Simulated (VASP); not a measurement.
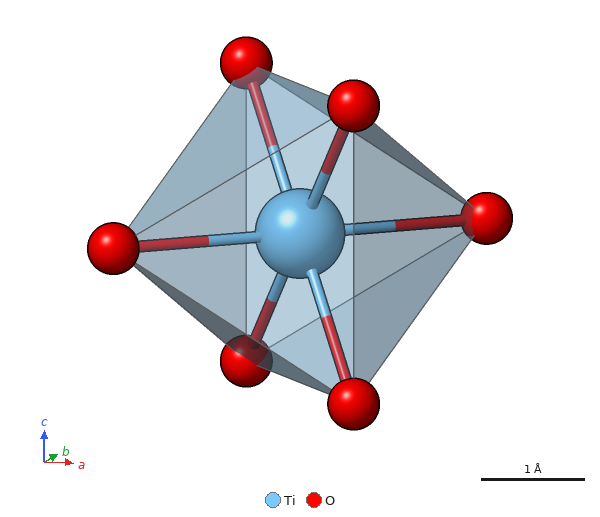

Coordination of Ti in TiO₂ (P4_2/mnm). Shape measures S are computed against regular polyhedra or, for capped shapes, the nearer of the equal-edge and equal-bond forms. Source: the end point of a relaxation with VASP Kohn-Sham DFT of a periodic cell, PBE, VASP PAW PBE potentials, gw (VASP 6.6.1).

Q: What geometry does the central atom have?

A: TiO6: a slightly distorted octahedron (coordination number 6, S = 0.37; next best trigonal prism, S = 16.1).

Q: Does the central atom sit at the centroid of its ligands?

A: Yes, to within 0.01 Å; the site symmetry is mmm.

Q: How long are the bonds?

A: 4 × Ti–O 1.96 Å and 2 × Ti–O 2.00 Å. The next neighbour, not counted, lies at 2.96 Å.
